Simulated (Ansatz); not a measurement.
System: Al$_{5}$As.

```
Al As
1.0
     4.31543    0.00000    0.00000
    -2.15772    3.73727    0.00000
     0.00000    0.00000   10.37728
Al As
5 1
Cartesian
  0.0000 2.4915 0.0000
  0.0000 2.4915 2.5304
  0.0000 2.4915 7.8469
  2.1577 1.2457 0.0000
  0.0000 2.4915 5.1886
  2.1577 1.2457 5.1886
```

Space group P-6m2; a structure generated by program, which may or may not match a known phase.

Level of theory: DFT PBE, scalar-relativistic, plane waves, PAW (Ansatz).

### Predict the valence pseudo-density and electron localisation function between the atoms.

Al–As (2.49 Å): ρ at the midpoint is about 0.43 e/Å³; the ELF peaks at about 0.85 between the atoms.

### Does the calculation give a band gap?

It is gapless in this calculation (a metal or semimetal).

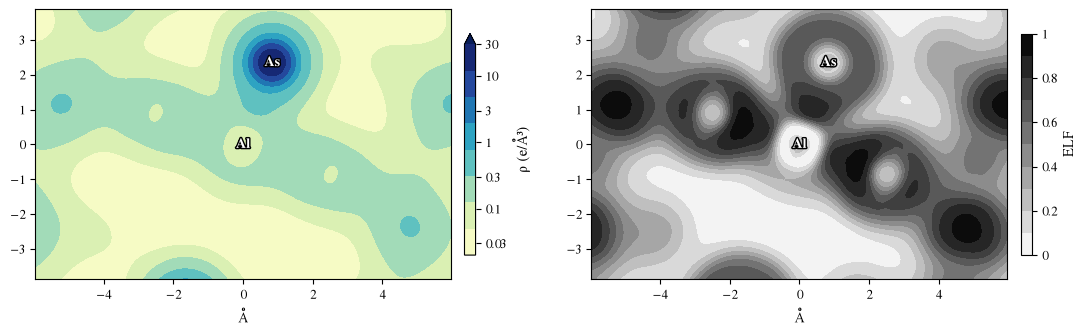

Computed valence pseudo-density and electron localisation function on the (111) plane of the conventional cell, in this order. Atoms just off the plane (Al, 0.5 Å away) can leave unmarked features too.

The density is the valence pseudo-density of a PAW calculation; it isn't the true density close to the nuclei.
